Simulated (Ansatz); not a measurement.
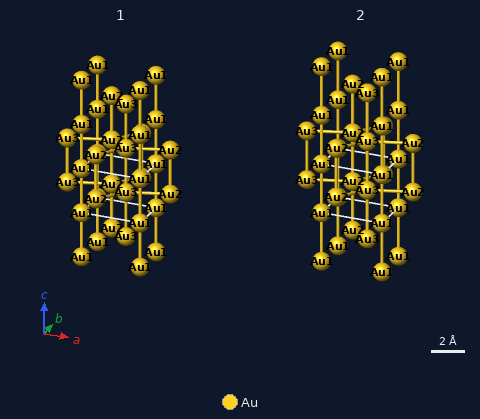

Two geometries of crystalline Au (built on the omega_191 type) (coarse preliminary run), drawn at one scale. One is the start of a relaxation, the other its converged end. The picture is a ball-and-stick view of the cell of the calculation, repeated 1 × 1 × 2 with one cell outlined, seen slightly off an axis.

Level of theory: DFT r2SCAN, scalar-relativistic, plane waves, PAW (Ansatz 0.2.0). Set-up: plane-wave cutoff 500 eV; k-point mesh 6 × 6 × 6; occupations gaussian; smearing width 0.1 eV; no spin polarisation; cell and atoms relaxed; force threshold 0.04 eV/Å; at most 70 steps.

Q: Which one is relaxed?

A: Structure 1 is the relaxed one. Case: omega type (P6/mmm, No. 191). No atom moves by more than 0.005 Å relative to the cell. Cell: a = b 4.920 → 4.769 Å (−3.1 %), c 3.016 → 2.736 Å (−9.3 %). Volume −14.8 %. Near-neighbour distances that change, for instance: Au1–Au1 3.016 → 2.736 Å, Au2–Au3 2.841 → 2.754 Å. The space group stays P6/mmm (No. 191). After 3 accepted moves (4 points after the start) the energy has fallen by 198 meV per atom. All forces vanish by symmetry, so only the cell relaxes. Pressure: −14.35 GPa at the start and −0.16 GPa at the end. At 1 point the geometry stayed and the basis and grid were re-selected for the new cell (energy shift of 0.8 meV per atom at most each time). The run took of the order of 40 core-seconds on a shared host.
